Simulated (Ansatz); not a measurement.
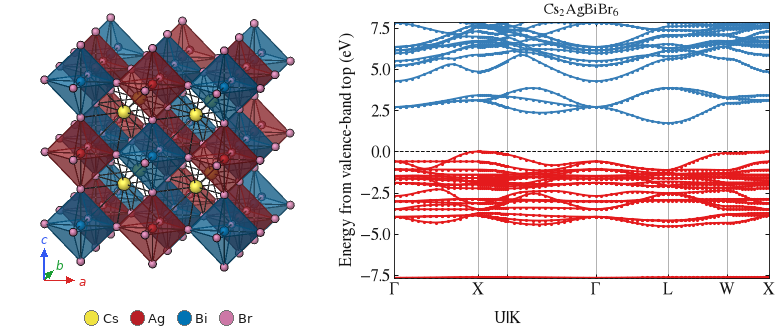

Band structure, beside the structure. Energies are counted from the top of the valence band.

This input was run:

```
crystal:
  lattice:
    - [0.0, 5.7420113531, 5.7420113531]
    - [5.7420113531, 0.0, 5.7420113531]
    - [5.7420113531, 5.7420113531, 0.0]
  atoms:
    - { symbol: Cs, position: [0.25, 0.25, 0.25] }
    - { symbol: Cs, position: [0.75, 0.75, 0.75] }
    - { symbol: Ag, position: [0.5, 0.5, 0.5] }
    - { symbol: Bi, position: [0.0, 0.0, 0.0] }
    - { symbol: Br, position: [0.2513063765, 0.7486936235, 0.2513063765] }
    - { symbol: Br, position: [0.2513063765, 0.7486936235, 0.7486936235] }
    - { symbol: Br, position: [0.7486936235, 0.2513063765, 0.7486936235] }
    - { symbol: Br, position: [0.7486936235, 0.2513063765, 0.2513063765] }
    - { symbol: Br, position: [0.2513063765, 0.2513063765, 0.7486936235] }
    - { symbol: Br, position: [0.7486936235, 0.7486936235, 0.2513063765] }
basis:
  ecutwfc: 500
kpoints:
  mp_grid: { grid: [4, 4, 4] }
  band_path:
    path:
      - [[0.0, 0.0, 0.0], [0.5, 0.0, 0.5], [0.625, 0.25, 0.625]]
      - [[0.375, 0.375, 0.75], [0.0, 0.0, 0.0], [0.5, 0.5, 0.5], [0.5, 0.25, 0.75], [0.5, 0.0, 0.5]]
    npoints: 14
hamiltonian:
  xc: r2scan
scf:
  occupations: { method: gaussian, width: 0.02 }
  n_extra_bands: 25
output:
  forces: true
  stress: true
  eigenvalues: true
  populations: true
  dos: { projected: true, de: 0.02, nscf_kmesh: { grid: [6, 6, 6] } }
  bader: true
  write_density: true
  write_potential: true
  elf: true
  volumetric_format: npy
```

Command:
```bash
ansatz run input.yaml --threads 2 --pin off --max-ram 5120MiB --backend cpu --events-out ev --progress --plain --runs-dir out
```

Q: What does the band structure say about the gap?

A: The material is gapped. The gap along this path is 1.72 eV and indirect, from the valence-band top at X to the conduction-band bottom at L; the smallest direct gap is 2.68 eV, between L and W.

Q: How many bands meet at the valence-band top?

A: The top valence level at X is a single band, not degenerate (spin aside).

Q: How much do the top valence band and the lowest conduction band disperse along the path?

A: The top valence band spans 1.1 eV and the lowest conduction band 1.4 eV.

Spin-orbit coupling is left out, which matters for Bi.
